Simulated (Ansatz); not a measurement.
**Run report: Ag, phonon calculation (part 1 of 2)**

System: Ag (1 atom in the cell).
Method: DFT, PBEsol, PAW with Ansatz's default frozen-core files, scalar-relativistic; harmonic phonons by finite displacements, no spin polarisation (Ansatz 0.2.0).

The structure derives from an entry of the Crystallography Open Database. Its volume is 1.03 times that of the source entry. It belongs to a series of runs on one base structure; here: volume scaled by 1.030, PAW files.

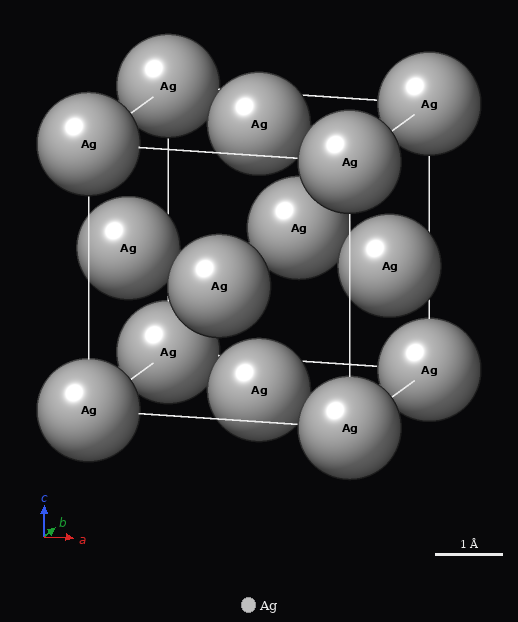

Figure 1. The input geometry (spheres-only view of the cell 4 times as large as that of the calculation, set on its symmetry axes, seen slightly off an axis). An atom can appear more than once, as a periodic image.

The input:
```yaml
crystal:
  lattice:
    - [0.0, 2.04718664443, 2.04718664443]
    - [2.04718664443, 0.0, 2.04718664443]
    - [2.04718664443, 2.04718664443, 0.0]
  atoms:
    - { symbol: Ag, position: [0.0, 0.0, 0.0] }
kpoints:
  mp_grid: { grid: [20, 20, 20] }
scf:
  occupations: { method: fermi_dirac, width: 0.1 }
hamiltonian:
  xc: pbesol
  pseudopotentials: { kind: paw }
phonons:
  qmesh: [4, 4, 4]
  qpath:
    path:
      - [0.0, 0.0, 0.0]
      - [0.5, 0.0, 0.5]
      - [0.625, 0.25, 0.625]
      - [0.375, 0.375, 0.75]
      - [0.0, 0.0, 0.0]
      - [0.5, 0.5, 0.5]
      - [0.5, 0.25, 0.75]
      - [0.5, 0.0, 0.5]
    npoints: 6
  temperatures: { t_min: 0, t_max: 1000, t_step: 100 }
```

Run on 2 threads of Intel Xeon (Granite Rapids), 32 GiB of memory available, shared host.

Launch command:
```bash
ansatz run input.yaml --threads 2 --pin off --max-ram 10240MiB --backend cpu --events-out ev --progress --plain --runs-dir out
```

The program's output:
```
Engine: ansatz 0.2.0, x86_64-unknown-linux-gnu
Pseudopotentials: kind: paw
Pseudopotential: Ag, paw, valence charge 19, recommended cutoff 420 eV (normal), Ag.paw.azcp
Functional definition: PBEsol
  exchange = pbesol_x
  correlation = pbesol_c
Crystal: 4 atoms, lattice volume = 68.638 Å³
Basis set: ecut = 420 eV, 1351 PW (Γ), FFT grids on a1, a2, −a1+2a2+a3, exchange–correlation on 40×72×72 points (8 copies of the dense FFT grid, shifted against one another)
Bands: 44, of which v1, the nominal top of the filled ones, is band 38 counted from 1 (37 counted from 0)
Symmetry: 16 space group operations
k-points: 531 of 2000
Non-local potential: Ag, projectors of the file, l = 0: 3, l = 1: 2, l = 2: 2, l = 3: 1
PAW form: soft (Blöchl's): semilocal exchange-correlation on the pseudo side does not see the compensation charge
PAW frozen core: Ag, regenerated for the run's functional, and the local potential with it (the file was generated under x = pbe(κ = 0.804, μ = 0.2195149727645171), c = pbe(β = 0.06672455060314922))
PAW one-centre angular grid: Ag, 590 points (default); XC on 64 Gauss nodes
Initial density: handed on by an earlier stage of this run
Initial wavefunctions: those handed on with the density
Functional: x = pbesol(κ = 0.804, μ = 0.12345679012345678), c = pbesol(β = 0.046)
SCF iter   1: F=—  HF=-30088.993163 eV  |F-HF|=—  |Δ(HF+E_count)|=         —  Δρ=6.29e-8  dr2=1.91e-12  ethr=1.00e-12  ⟨swp⟩=4.5  Hψ=66088  notcnv=0
preconditioner: auto → Kerker (q_TF=auto, 2.775 Å⁻¹)  [metal: Δε(μ)=0.100 eV  Ē_g=9.741 eV  σ=0.100 eV  W_gap=0.24  n_scr=28 (ndim 8)  ℏωp=29.7 eV  f_vac=0.000  D(μ)=0.88/eV (n_scr^D=4)]
SCF iter   2: F=-30088.993163 eV  HF=-30088.993163 eV  |F-HF|=1.46e-11  |Δ(HF+E_count)|=    0.00e0  Δρ=3.21e-8  dr2=2.94e-13  ethr=1.00e-12  ⟨swp⟩=3.0  Hψ=49678  notcnv=0
SCF 1 converged in 2 iterations: F = -30088.993163 eV  dr2 = 2.94e-13
  greatest PAW one-centre occupation: 1.001 electrons in one spin orbital (limit 2), on the Ag atom at site 3 (counted from 0), in its partial waves of l = 0
Symmetry: 2 space group operations
k-points: 531 of 2000 (time reversal used)
iter 1 solved again at ethr=1.35e-7 eV; its pass at ethr=3.10e-3 eV (dr2=1.03e-4 eV) is discarded
SCF iter   1: F=—  HF=-30088.993144 eV  |F-HF|=—  |Δ(HF+E_count)|=         —  Δρ=9.19e-5  dr2=4.90e-6  ethr=1.35e-7  ⟨swp⟩=2.3  Hψ=88896  notcnv=0  defer=62
SCF iter   2: F=—  HF=-30088.993148 eV  |F-HF|=—  |Δ(HF+E_count)|=   4.28e-6  Δρ=5.58e-5  dr2=1.86e-6  ethr=6.44e-9  ⟨swp⟩=1.3  Hψ=25512  notcnv=0  defer=62
SCF iter   3: F=—  HF=-30088.993147 eV  |F-HF|=—  |Δ(HF+E_count)|=   6.27e-7  Δρ=1.22e-5  dr2=1.10e-7  ethr=2.45e-9  ⟨swp⟩=2.0  Hψ=34810  notcnv=0  defer=62
SCF iter   4: F=—  HF=-30088.993147 eV  |F-HF|=—  |Δ(HF+E_count)|=   1.09e-8  Δρ=5.02e-6  dr2=3.59e-8  ethr=1.45e-10  ⟨swp⟩=2.0  Hψ=34188  notcnv=0  defer=62
SCF iter   5: F=—  HF=-30088.993147 eV  |F-HF|=—  |Δ(HF+E_count)|=   6.81e-9  Δρ=2.00e-6  dr2=2.91e-9  ethr=4.72e-11  ⟨swp⟩=2.2  Hψ=33215  notcnv=0  defer=62
SCF iter   6: F=—  HF=-30088.993147 eV  |F-HF|=—  |Δ(HF+E_count)|=  6.29e-10  Δρ=6.60e-7  dr2=6.99e-10  ethr=3.83e-12  ⟨swp⟩=2.0  Hψ=34800  notcnv=0  defer=62
SCF iter   7: F=—  HF=-30088.993147 eV  |F-HF|=—  |Δ(HF+E_count)|=  1.78e-10  Δρ=1.95e-7  dr2=3.85e-11  ethr=1.00e-12  ⟨swp⟩=2.3  Hψ=33327  notcnv=0  defer=62
SCF iter   8: F=-30088.993147 eV  HF=-30088.993147 eV  |F-HF|=3.64e-12  |Δ(HF+E_count)|=    0.00e0  Δρ=5.58e-8  dr2=1.93e-12  ethr=1.00e-12  ⟨swp⟩=5.0  Hψ=96044  notcnv=0
SCF 2 converged in 8 iterations: F = -30088.993147 eV  dr2 = 1.93e-12
  greatest PAW one-centre occupation: 1.001 electrons in one spin orbital (limit 2), on the Ag atom at site 1 (counted from 0), in its partial waves of l = 0
Symmetry: 1 space group operations
k-points: 1002 of 2000 (time reversal used)
iter 1 solved again at ethr=1.32e-7 eV; its pass at ethr=3.10e-3 eV (dr2=1.01e-4 eV) is discarded
SCF iter   1: F=—  HF=-30088.993145 eV  |F-HF|=—  |Δ(HF+E_count)|=         —  Δρ=9.64e-5  dr2=5.88e-6  ethr=1.32e-7  ⟨swp⟩=2.3  Hψ=167296  notcnv=0  defer=107
SCF iter   2: F=—  HF=-30088.993153 eV  |F-HF|=—  |Δ(HF+E_count)|=   7.59e-6  Δρ=5.85e-5  dr2=2.20e-6  ethr=7.73e-9  ⟨swp⟩=1.1  Hψ=46772  notcnv=0  defer=107
SCF iter   3: F=—  HF=-30088.993152 eV  |F-HF|=—  |Δ(HF+E_count)|=   8.02e-7  Δρ=1.11e-5  dr2=6.49e-8  ethr=2.89e-9  ⟨swp⟩=2.0  Hψ=65643  notcnv=0  defer=107
SCF iter   4: F=—  HF=-30088.993152 eV  |F-HF|=—  |Δ(HF+E_count)|=   2.30e-9  Δρ=3.54e-6  dr2=8.70e-9  ethr=8.53e-11  ⟨swp⟩=2.0  Hψ=69260  notcnv=0  defer=107
SCF iter   5: F=—  HF=-30088.993152 eV  |F-HF|=—  |Δ(HF+E_count)|=   1.64e-9  Δρ=1.06e-6  dr2=1.28e-9  ethr=1.14e-11  ⟨swp⟩=2.0  Hψ=65617  notcnv=0  defer=107
SCF iter   6: F=—  HF=-30088.993152 eV  |F-HF|=—  |Δ(HF+E_count)|=  2.33e-10  Δρ=6.78e-7  dr2=4.24e-10  ethr=1.68e-12  ⟨swp⟩=2.0  Hψ=65542  notcnv=0  defer=107
SCF iter   7: F=—  HF=-30088.993152 eV  |F-HF|=—  |Δ(HF+E_count)|=  1.02e-10  Δρ=1.86e-7  dr2=3.75e-11  ethr=1.00e-12  ⟨swp⟩=2.1  Hψ=65752  notcnv=0  defer=107
SCF iter   8: F=-30088.993152 eV  HF=-30088.993152 eV  |F-HF|=7.28e-12  |Δ(HF+E_count)|=  3.64e-12  Δρ=4.38e-8  dr2=1.05e-12  ethr=1.00e-12  ⟨swp⟩=5.0  Hψ=179076  notcnv=0
SCF 3 converged in 8 iterations: F = -30088.993152 eV  dr2 = 1.05e-12
Basis set: ecut = 420 eV, 1351 PW (Γ), FFT grids on a1, a2, −2a1−2a2+a3, exchange–correlation on 40×60×80 points (8 copies of the dense FFT grid, shifted against one another)
Symmetry: 32 space group operations
k-points: 363 of 2000
SCF iter   1: F=—  HF=-30088.993163 eV  |F-HF|=—  |Δ(HF+E_count)|=         —  Δρ=6.49e-8  dr2=2.04e-12  ethr=1.00e-12  ⟨swp⟩=4.3  Hψ=45044  notcnv=0
preconditioner: auto → Kerker (q_TF=auto, 2.775 Å⁻¹)  [metal: Δε(μ)=0.100 eV  Ē_g=9.763 eV  σ=0.100 eV  W_gap=0.24  n_scr=24 (ndim 8)  ℏωp=29.7 eV  f_vac=0.000  D(μ)=0.88/eV (n_scr^D=2)]
SCF iter   2: F=-30088.993163 eV  HF=-30088.993163 eV  |F-HF|=3.64e-12  |Δ(HF+E_count)|=  3.64e-12  Δρ=3.28e-8  dr2=3.07e-13  ethr=1.00e-12  ⟨swp⟩=3.0  Hψ=34250  notcnv=0
SCF 4 converged in 2 iterations: F = -30088.993163 eV  dr2 = 3.07e-13
Symmetry: 4 space group operations
k-points: 363 of 2000 (time reversal used)
iter 1 solved again at ethr=1.28e-7 eV; its pass at ethr=3.10e-3 eV (dr2=9.76e-5 eV) is discarded
SCF iter   1: F=—  HF=-30088.993143 eV  |F-HF|=—  |Δ(HF+E_count)|=         —  Δρ=8.91e-5  dr2=4.38e-6  ethr=1.28e-7  ⟨swp⟩=2.2  Hψ=60411  notcnv=0  defer=49
SCF iter   2: F=—  HF=-30088.993149 eV  |F-HF|=—  |Δ(HF+E_count)|=   5.85e-6  Δρ=5.44e-5  dr2=1.65e-6  ethr=5.77e-9  ⟨swp⟩=1.3  Hψ=17333  notcnv=0  defer=49
SCF iter   3: F=—  HF=-30088.993148 eV  |F-HF|=—  |Δ(HF+E_count)|=   5.25e-7  Δρ=1.04e-5  dr2=7.09e-8  ethr=2.17e-9  ⟨swp⟩=2.0  Hψ=23886  notcnv=0  defer=49
SCF iter   4: F=—  HF=-30088.993148 eV  |F-HF|=—  |Δ(HF+E_count)|=   8.29e-9  Δρ=3.82e-6  dr2=7.98e-9  ethr=9.33e-11  ⟨swp⟩=2.0  Hψ=24845  notcnv=0  defer=49
SCF iter   5: F=—  HF=-30088.993148 eV  |F-HF|=—  |Δ(HF+E_count)|=   1.34e-9  Δρ=9.16e-7  dr2=8.41e-10  ethr=1.05e-11  ⟨swp⟩=2.1  Hψ=23527  notcnv=0  defer=49
SCF iter   6: F=—  HF=-30088.993148 eV  |F-HF|=—  |Δ(HF+E_count)|=  2.00e-10  Δρ=2.90e-7  dr2=9.61e-11  ethr=1.11e-12  ⟨swp⟩=2.5  Hψ=23419  notcnv=0  defer=49
SCF iter   7: F=—  HF=-30088.993148 eV  |F-HF|=—  |Δ(HF+E_count)|=  2.18e-11  Δρ=1.47e-7  dr2=1.96e-11  ethr=1.00e-12  ⟨swp⟩=1.0  Hψ=15786  notcnv=0  defer=49
SCF iter   8: F=-30088.993148 eV  HF=-30088.993148 eV  |F-HF|=3.64e-12  |Δ(HF+E_count)|=  1.46e-11  Δρ=3.69e-8  dr2=8.97e-13  ethr=1.00e-12  ⟨swp⟩=4.9  Hψ=59822  notcnv=0
SCF 5 converged in 8 iterations: F = -30088.993148 eV  dr2 = 8.97e-13
  greatest PAW one-centre occupation: 1.001 electrons in one spin orbital (limit 2), on the Ag atom at site 2 (counted from 0), in its partial waves of l = 0
k-points: 561 of 2000 (time reversal used)
iter 1 solved again at ethr=1.37e-7 eV; its pass at ethr=3.10e-3 eV (dr2=1.04e-4 eV) is discarded
SCF iter   1: F=—  HF=-30088.993140 eV  |F-HF|=—  |Δ(HF+E_count)|=         —  Δρ=9.63e-5  dr2=5.80e-6  ethr=1.37e-7  ⟨swp⟩=2.3  Hψ=93469  notcnv=0  defer=62
preconditioner: auto → Kerker (q_TF=auto, 2.775 Å⁻¹)  [metal: Δε(μ)=0.099 eV  Ē_g=9.763 eV  σ=0.100 eV  W_gap=0.24  n_scr=24 (ndim 8)  ℏωp=29.7 eV  f_vac=0.000  D(μ)=0.88/eV (n_scr^D=2)]
SCF iter   2: F=—  HF=-30088.993153 eV  |F-HF|=—  |Δ(HF+E_count)|=   1.25e-5  Δρ=5.81e-5  dr2=2.15e-6  ethr=7.63e-9  ⟨swp⟩=1.2  Hψ=28552  notcnv=0  defer=62
SCF iter   3: F=—  HF=-30088.993152 eV  |F-HF|=—  |Δ(HF+E_count)|=   7.80e-7  Δρ=1.22e-5  dr2=7.75e-8  ethr=2.83e-9  ⟨swp⟩=2.0  Hψ=36806  notcnv=0  defer=62
SCF iter   4: F=—  HF=-30088.993152 eV  |F-HF|=—  |Δ(HF+E_count)|=  9.50e-10  Δρ=5.22e-6  dr2=3.15e-8  ethr=1.02e-10  ⟨swp⟩=2.0  Hψ=42202  notcnv=0  defer=62
SCF iter   5: F=—  HF=-30088.993152 eV  |F-HF|=—  |Δ(HF+E_count)|=   5.17e-9  Δρ=1.77e-6  dr2=4.05e-9  ethr=4.15e-11  ⟨swp⟩=2.7  Hψ=40161  notcnv=0  defer=62
SCF iter   6: F=—  HF=-30088.993152 eV  |F-HF|=—  |Δ(HF+E_count)|=  6.22e-10  Δρ=8.61e-7  dr2=9.76e-10  ethr=5.33e-12  ⟨swp⟩=2.1  Hψ=36726  notcnv=0  defer=62
SCF iter   7: F=—  HF=-30088.993152 eV  |F-HF|=—  |Δ(HF+E_count)|=  2.29e-10  Δρ=1.93e-7  dr2=3.72e-11  ethr=1.28e-12  ⟨swp⟩=2.0  Hψ=35722  notcnv=0  defer=62
SCF iter   8: F=-30088.993152 eV  HF=-30088.993152 eV  |F-HF|=7.28e-12  |Δ(HF+E_count)|=  7.28e-12  Δρ=4.20e-8  dr2=9.13e-13  ethr=1.00e-12  ⟨swp⟩=5.0  Hψ=101352  notcnv=0
SCF 6 converged in 8 iterations: F = -30088.993152 eV  dr2 = 9.13e-13
Basis set: ecut = 420 eV, 1339 PW (Γ), FFT grids on a1, a2, −a1−a2+a3, exchange–correlation on 40×40×144 points (8 copies of the dense FFT grid, shifted against one another)
Symmetry: 48 space group operations
k-points: 198 of 2000
SCF iter   1: F=—  HF=-30088.993163 eV  |F-HF|=—  |Δ(HF+E_count)|=         —  Δρ=6.65e-8  dr2=2.29e-12  ethr=1.00e-12  ⟨swp⟩=4.4  Hψ=24714  notcnv=0
preconditioner: auto → Kerker (q_TF=auto, 2.775 Å⁻¹)  [metal: Δε(μ)=0.100 eV  Ē_g=9.977 eV  σ=0.100 eV  W_gap=0.24  n_scr=32 (ndim 8)  ℏωp=29.7 eV  f_vac=0.000  D(μ)=0.88/eV (n_scr^D=4)]
SCF iter   2: F=-30088.993163 eV  HF=-30088.993163 eV  |F-HF|=0.00e0  |Δ(HF+E_count)|=    0.00e0  Δρ=3.12e-8  dr2=3.04e-13  ethr=1.00e-12  ⟨swp⟩=3.0  Hψ=19615  notcnv=0
SCF 7 converged in 2 iterations: F = -30088.993163 eV  dr2 = 3.04e-13
iter 1 solved again at ethr=1.44e-7 eV; its pass at ethr=3.10e-3 eV (dr2=1.09e-4 eV) is discarded
SCF iter   1: F=—  HF=-30088.993166 eV  |F-HF|=—  |Δ(HF+E_count)|=         —  Δρ=1.02e-4  dr2=6.77e-6  ethr=1.44e-7  ⟨swp⟩=2.3  Hψ=87910  notcnv=0  defer=53
SCF iter   2: F=—  HF=-30088.993156 eV  |F-HF|=—  |Δ(HF+E_count)|=   9.62e-6  Δρ=6.16e-5  dr2=2.53e-6  ethr=8.91e-9  ⟨swp⟩=1.3  Hψ=27911  notcnv=0  defer=53
SCF iter   3: F=—  HF=-30088.993156 eV  |F-HF|=—  |Δ(HF+E_count)|=   9.65e-7  Δρ=1.28e-5  dr2=8.99e-8  ethr=3.32e-9  ⟨swp⟩=2.0  Hψ=34833  notcnv=0  defer=53
SCF iter   4: F=—  HF=-30088.993156 eV  |F-HF|=—  |Δ(HF+E_count)|=   2.69e-9  Δρ=6.06e-6  dr2=4.71e-8  ethr=1.18e-10  ⟨swp⟩=2.0  Hψ=39947  notcnv=0  defer=53
SCF iter   5: F=—  HF=-30088.993156 eV  |F-HF|=—  |Δ(HF+E_count)|=   6.30e-9  Δρ=1.79e-6  dr2=6.84e-9  ethr=6.20e-11  ⟨swp⟩=2.1  Hψ=37237  notcnv=0  defer=53
SCF iter   6: F=—  HF=-30088.993156 eV  |F-HF|=—  |Δ(HF+E_count)|=  5.53e-10  Δρ=9.07e-7  dr2=1.73e-9  ethr=9.00e-12  ⟨swp⟩=2.1  Hψ=35227  notcnv=0  defer=53
SCF iter   7: F=—  HF=-30088.993156 eV  |F-HF|=—  |Δ(HF+E_count)|=  2.51e-10  Δρ=2.30e-7  dr2=1.11e-10  ethr=2.28e-12  ⟨swp⟩=2.0  Hψ=34854  notcnv=0  defer=53
SCF iter   8: F=-30088.993156 eV  HF=-30088.993156 eV  |F-HF|=3.64e-12  |Δ(HF+E_count)|=  7.28e-12  Δρ=6.47e-8  dr2=5.53e-12  ethr=1.00e-12  ⟨swp⟩=4.0  Hψ=100823  notcnv=0
SCF 8 converged in 8 iterations: F = -30088.993156 eV  dr2 = 5.53e-12
Basis set: ecut = 420 eV, 1359 PW (Γ), FFT grids on a1, a2, −2a1+2a2+a3, exchange–correlation on 40×40×120 points (8 copies of the dense FFT grid, shifted against one another)
Symmetry: 64 space group operations
SCF iter   1: F=—  HF=-30088.993163 eV  |F-HF|=—  |Δ(HF+E_count)|=         —  Δρ=1.03e-7  dr2=5.66e-12  ethr=1.00e-12  ⟨swp⟩=4.5  Hψ=24819  notcnv=0
preconditioner: auto → Kerker (q_TF=auto, 2.775 Å⁻¹)  [metal: Δε(μ)=0.100 eV  Ē_g=9.737 eV  σ=0.100 eV  W_gap=0.24  n_scr=26 (ndim 8)  ℏωp=29.7 eV  f_vac=0.000  D(μ)=0.88/eV (n_scr^D=2)]
SCF iter   2: F=-30088.993163 eV  HF=-30088.993163 eV  |F-HF|=3.64e-12  |Δ(HF+E_count)|=    0.00e0  Δρ=3.26e-8  dr2=4.47e-13  ethr=1.00e-12  ⟨swp⟩=3.0  Hψ=21117  notcnv=0
SCF 9 converged in 2 iterations: F = -30088.993163 eV  dr2 = 4.47e-13
iter 1 solved again at ethr=1.43e-7 eV; its pass at ethr=3.10e-3 eV (dr2=1.09e-4 eV) is discarded
```
